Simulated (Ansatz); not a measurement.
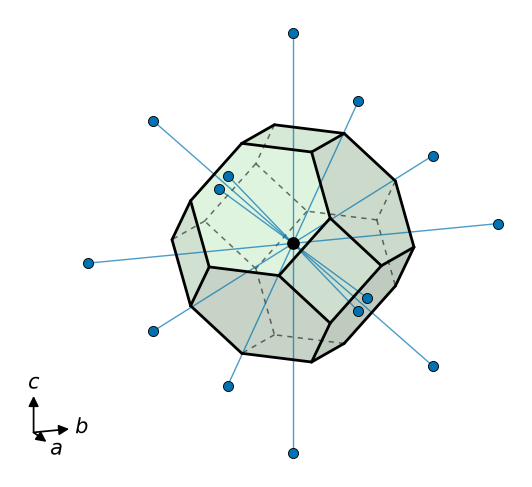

The Wigner–Seitz cell of the crystal's lattice, with lines to the lattice points that define its faces. Crystal: Ca, the geometry relaxed with DFT, PBEsol, all-electron LAPW, scalar-relativistic in Ansatz. The drawing is computed from the coordinates (standard cell, symmetry found to 0.002 Å).

a = 4.325 Å, b = 4.325 Å, c = 4.325 Å, α = 90.00°, β = 90.00°, γ = 90.00°; space group Im-3m (No. 229).

Question: Describe the polyhedron.

Answer: A truncated octahedron: 14 faces (6 with 4 edges, 8 with 6 edges), 36 edges, 24 vertices. Its volume is that of the primitive cell, 40.5 Å³.

Question: Which lattice vectors do the faces bisect?

Answer:
| example | length (Å) | faces | edges of each | area (Å²) |
| --- | --- | --- | --- | --- |
| 1/2 a + 1/2 b + 1/2 c | 3.75 | 8 | 6 | 6.1 |
| a | 4.33 | 6 | 4 | 2.3 |
